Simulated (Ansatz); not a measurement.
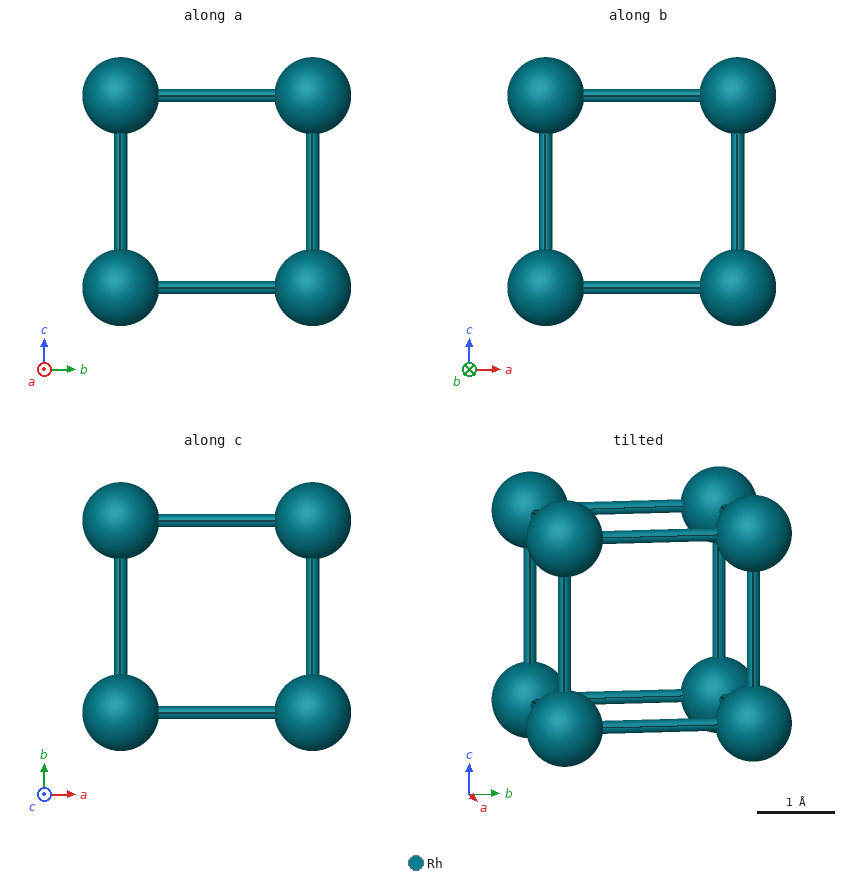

An orthographic ball-and-stick view of the structure, along the a axis, along the b axis, along the c axis and slightly off an axis. The edges of the conventional unit cell are marked.

Lattice parameters: a = 2.4989 Å, b = 2.4989 Å, c = 2.4989 Å, α = 90.000°, β = 90.000°, γ = 90.000°.

Transcribe the picture into a CIF in P1 with every atom of the cell.

Answer.
```cif
data_structure
_symmetry_space_group_name_H-M 'P 1'
_symmetry_Int_Tables_number 1
_cell_length_a 2.4989
_cell_length_b 2.4989
_cell_length_c 2.4989
_cell_angle_alpha 90.000
_cell_angle_beta 90.000
_cell_angle_gamma 90.000
_cell_volume 15.60
loop_
_atom_site_label
_atom_site_type_symbol
_atom_site_fract_x
_atom_site_fract_y
_atom_site_fract_z
_atom_site_occupancy
Rh1 Rh 0.0000 0.0000 0.0000 1
```

The initial geometry was a structure type filled with this element by a generator (whether the element takes this form wasn't checked). The picture shows the end point of a geometry optimisation with DFT PBEsol, scalar-relativistic, plane waves, PAW in Ansatz 0.2.0.
